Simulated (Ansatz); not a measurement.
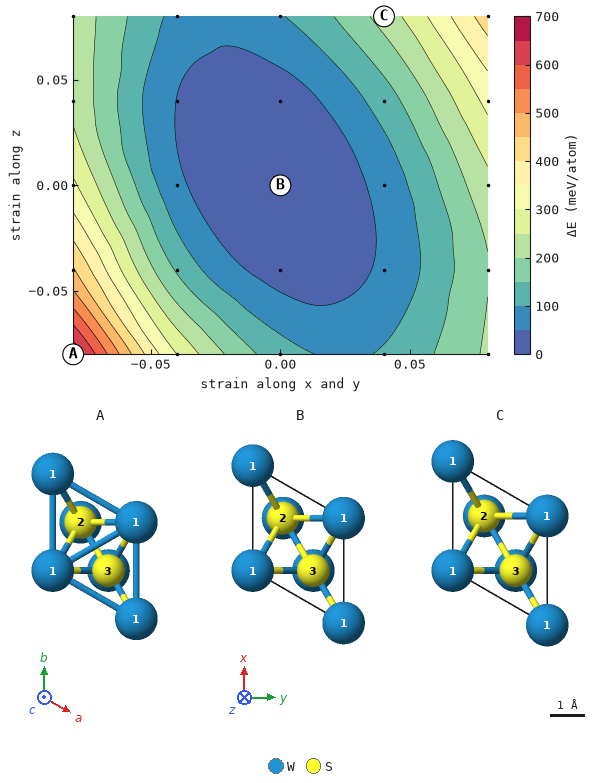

Crystalline WS$_{2}$ (R3m): the cell is strained equally along x and y and separately along z, with the atoms kept at their fractional coordinates. x, y and z are the Cartesian axes of the input. The map is interpolated between the computed points (dots). The lettered frames are marked on it. Style: ball-and-stick. Shown: the conventional cell (3 times the calculation's cell), along the c axis. Lengths and directions refer to the drawn axes.

All numbers below come from Ansatz, DFT PBEsol, scalar-relativistic, plane waves, PAW. Set-up: plane-wave cutoff 420 eV; k-point mesh 12 × 12 × 12; occupations gaussian; smearing width 0.05 eV; no spin polarisation. Energies (free energies at the smearing named) are counted from the cell as listed in its source, which wasn't relaxed.

### Where is the lowest point of the map, and what else does it tell?

In pairs of (strain along x and y; strain along z): the lowest computed point lies at (0.000, 0.000) (0 meV/atom), the highest at (−0.080, −0.080) (689 meV/atom). The valley is tilted: raising the in-plane strain is made harder by raising the strain along z (cross term 0.46 of the geometric mean of the two curvatures). Over the ranges scanned the energy rises more along the first axis, the in-plane strain. The pressure runs from −23.6 GPa at (0.080, 0.080) to 70.9 GPa at (−0.080, −0.080). The band gap on the mesh, 0.97 eV in the reference, closes at 4 of the 25 computed points. The frames lie at A (−0.080, −0.080): 689 meV/atom, B (0.000, 0.000): 0 meV/atom, C (0.040, 0.080): 221 meV/atom.
